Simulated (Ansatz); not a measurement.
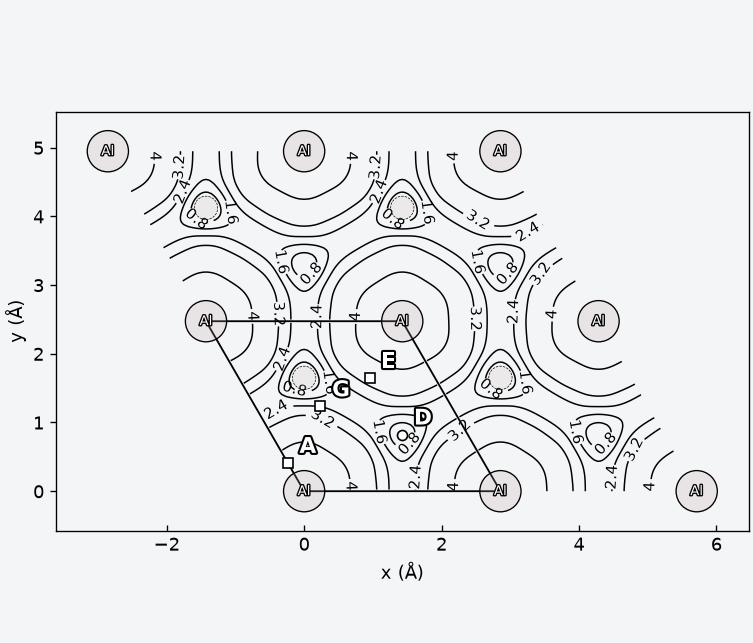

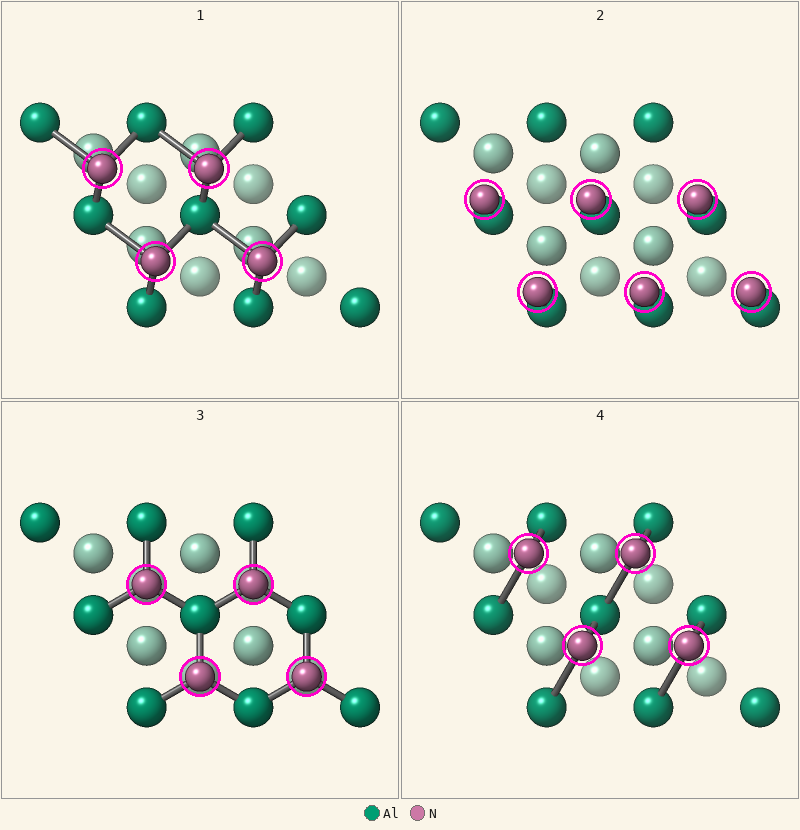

N on an Al(111) slab cut from the Fm-3m phase, its upper half relaxed before the scan (3 atoms of substrate and one adsorbate in a 1 × 1 cell). N is moved over the surface cell; relaxed at each place: the height of the adsorbate's atoms; substrate rigid; the origin of the map has the adsorbate above Al3. Places are given modulo a cell vector. The map is drawn in real space over the plane of the surface. The scan uses a 6 × 6 grid; 10 points were computed and 26 follow by symmetry. All energies are given in eV relative to the lowest grid point. With one adsorbate in each 1 × 1 cell, its nearest image is 2.9 Å away, so neighbouring adsorbates interact. Level of theory: DFT PBE, scalar-relativistic, plane waves, PAW in Ansatz 0.2.0. Settings: cutoff 420 eV, k-mesh 9×9×1, gaussian smearing 0.1 eV, no spin polarisation.

In the figure: contour lines labelled in eV, labelled circles for the atoms of the top layer and small ones for the second layer, the outline of one cell of the 2 × 2 shown, lettered points. Between grid points the surface is interpolated. The numbered pictures are the structures at these points, in random order. Rings mark the moved atoms.

Q: Which structure belongs to which point?

A: A is structure 2: (0/6, 1/6) of the cell vectors [nearest 1 Al at 1.82 Å], 4.20 eV; D is structure 3: a threefold hollow over a third-layer Al atom, (4/6, 2/6) of the cell vectors, 0.28 eV; E is structure 4: (4/6, 4/6) of the cell vectors [nearest 1 Al at 1.75 Å], 3.54 eV; G is structure 1: (2/6, 3/6) of the cell vectors [nearest 1 Al at 1.64 Å], 2.36 eV.

PAW datasets: the set soft_1.
